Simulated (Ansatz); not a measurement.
**NiH3: density, localisation and related maps**

```cif
data_structure
_symmetry_space_group_name_H-M 'P 1'
_symmetry_Int_Tables_number 1
_cell_length_a 2.5746
_cell_length_b 2.5746
_cell_length_c 3.3132
_cell_angle_alpha 90.000
_cell_angle_beta 90.000
_cell_angle_gamma 120.000
_cell_volume 19.02
loop_
_atom_site_label
_atom_site_type_symbol
_atom_site_fract_x
_atom_site_fract_y
_atom_site_fract_z
_atom_site_occupancy
Ni1 Ni 0.00000 0.00000 0.00000 1
H1 H 0.33333 0.66667 0.22638 1
H2 H 0.66667 0.33333 0.77362 1
H3 H 0.00000 0.00000 0.50000 1
```

Space group P-3m1; a generated structure, not necessarily the stable one; changed on purpose from its base cell (volume × 0.88, shape and atoms relaxed); computed pressure about 19 GPa in this cell; computed without spin polarisation.

Method: DFT PBE, scalar-relativistic, plane waves, PAW (Ansatz).

The density is the valence pseudo-density of a PAW calculation; it isn't the true density close to the nuclei.

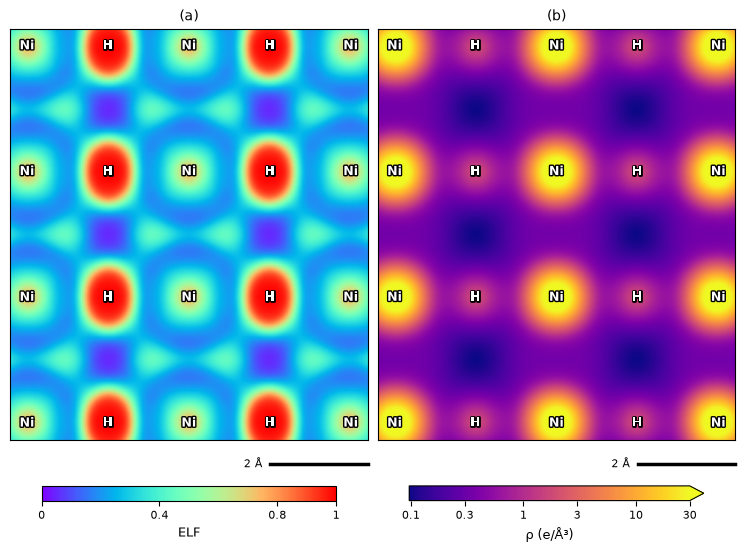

Figure 1. (a) electron localisation function; (b) valence charge density (pseudo) on the (11̄0) plane of the conventional cell.

Read the bonding off the picture.

The section cuts through Ni and H sites.
Ni–H (1.66 Å): the density is about 0.94 e/Å³ at the midpoint; the ELF climbs to about 1 towards the hydrogen.
Between the atoms the lowest density in this plane is 0.1 e/Å³.
The features right at Ni lie inside the PAW spheres, where the map follows smoothed inner orbitals and isn't to be read closely.

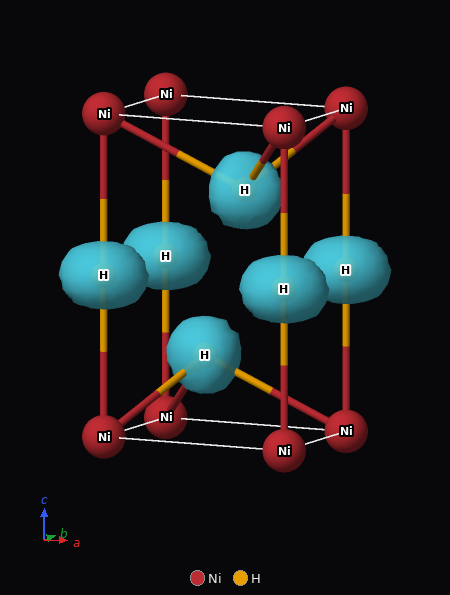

Figure 2. Isosurface of the electron localisation function at 0.9 (cyan), seen at an oblique angle. Core shells and regions of very low density are left out. Sticks mark near contacts.

Identify the bonds, lone pairs and shells in this picture.

The surface consists of three regions around hydrogen nuclei, counted in one cell of 4 atoms. Any copies at cell faces, edges or corners count once.

Does the calculation give a band gap?

It is gapless in this calculation (a metal or semimetal).
